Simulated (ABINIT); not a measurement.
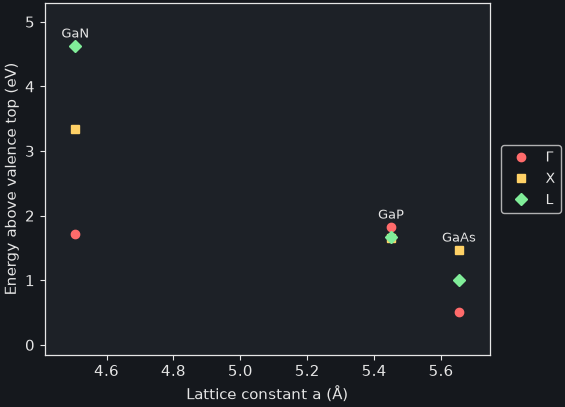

Lowest conduction level at each named k point, counted from the valence-band top at Γ, for three zincblende crystals against the lattice constant, each in its database cell. All by ABINIT with PBE, without spin-orbit coupling, no moments; potentials: JTH PAW PBE v2.0.

How does the value at Γ change from N to As?

Answer. GaN 1.71, GaP 1.82 and GaAs 0.51 eV: it doesn't move in one direction down the group.

With the valence top at Γ, which of these have their lowest conduction level there too?

Answer. GaN and GaAs (direct among these points); GaP has it at X or L.

```csv
compound,a (Å),k mesh,Γ (eV),X (eV),L (eV)
GaN,4.507,10×10×10,1.71,3.34,4.63
GaP,5.451,8×8×8,1.82,1.65,1.67
GaAs,5.654,8×8×8,0.51,1.47,1.00
```

LDA, GGA and most meta-GGA functionals understate gaps. The usual form of GaN is wurtzite. GaP: measured GaP has its conduction bottom near X; the order of its valleys hangs on the functional and the volume. GaAs: spin-orbit coupling is left out, which matters for As. The cells are as the databases list them, so they lie at different pressures for this functional.
